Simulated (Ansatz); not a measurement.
A periodic structure is given below.

```yaml
crystal:
  lattice:
    - [2.52210, 0.00000, 0.00000]
    - [-1.26105, 2.18420, 0.00000]
    - [0.00000, 0.00000, 14.35580]
  atoms:
    - { symbol: C, position: [0.66667, 0.33333, 0.37655] }
    - { symbol: C, position: [0.66667, 0.33333, 0.80276] }
    - { symbol: C, position: [0.66667, 0.33333, 0.08965] }
    - { symbol: C, position: [0.33333, 0.66667, 0.65931] }
    - { symbol: C, position: [0.33333, 0.66667, 0.94621] }
    - { symbol: C, position: [0.33333, 0.66667, 0.23310] }
    - { symbol: C, position: [0.66667, 0.33333, 0.62345] }
    - { symbol: C, position: [0.66667, 0.33333, 0.91035] }
    - { symbol: C, position: [0.66667, 0.33333, 0.19724] }
    - { symbol: C, position: [0.33333, 0.66667, 0.76690] }
    - { symbol: C, position: [0.33333, 0.66667, 0.05379] }
    - { symbol: C, position: [0.33333, 0.66667, 0.34069] }
```

### Describe what this structure looks like.

The element is carbon. The structure has P-6m2 (No. 187) symmetry and a primitive hexagonal lattice. The cell holds twelve atoms. Within bonding distance, the neighbour counts come to C 3 to 4 (mean 3.8). The bonds build C layers parallel to (001).

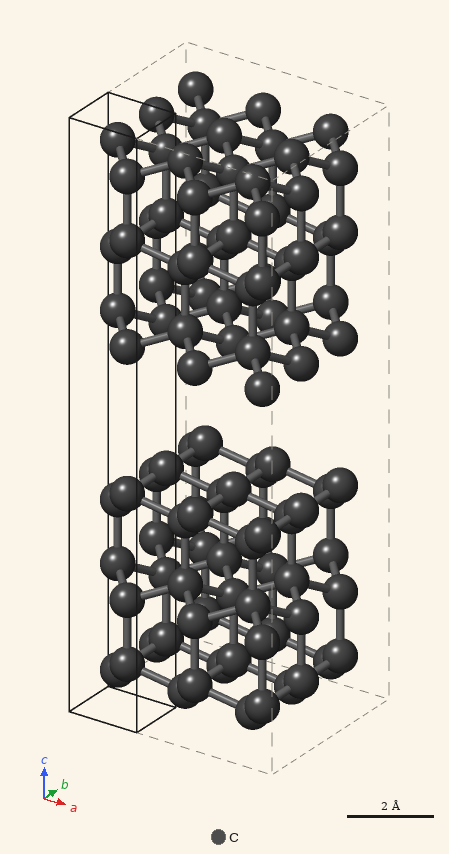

Shown here is a ball-and-stick view of the crystal, taken slightly off an axis. The picture spans 3×3×1 cells, one conventional unit cell being drawn with solid lines.

Origin of the cell: an entry, possibly a prediction, of the Crystallography Open Database. The cell was then strained or its atoms displaced on purpose. Ansatz was used for an electronic-structure calculation on it.

At this level of theory the run's own cell isn't at rest (forces up to 4.3 eV/Å), so its distances can differ from those at equilibrium, the more so the softer the solid.
